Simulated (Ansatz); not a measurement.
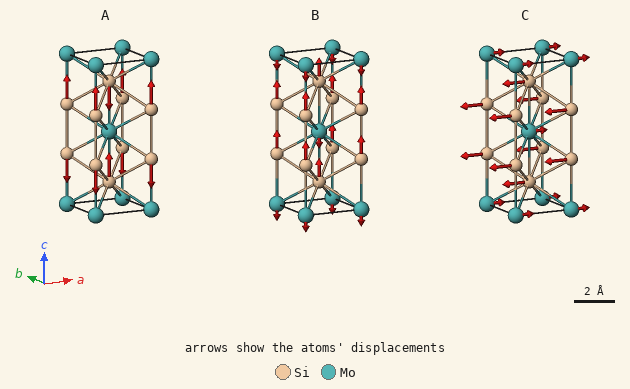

Modes of solid Si$_{2}$Mo relaxed at 8 GPa, space group I4/mmm (No. 139), at the zone centre (one member of each degenerate set). The red arrows give the relative displacements of the atoms. Style: ball-and-stick. Shown: the conventional cell (2 times the calculation's cell), slightly off an axis. Lengths and directions refer to the drawn axes.

Computed with Ansatz 0.2.0, DFT LDA, scalar-relativistic, plane waves, PAW.

The frequencies depend somewhat on the k-mesh and the smearing.

Which are infrared-active and which Raman-active?

Answer. A is A₁g, Raman-active by symmetry (457 cm⁻¹). B is A₂u, infrared-active by symmetry (342 cm⁻¹). C is E_u, infrared-active by symmetry (299 cm⁻¹). The crystal has a centre of inversion, so no mode is both. In a metal the free carriers screen the infrared response.
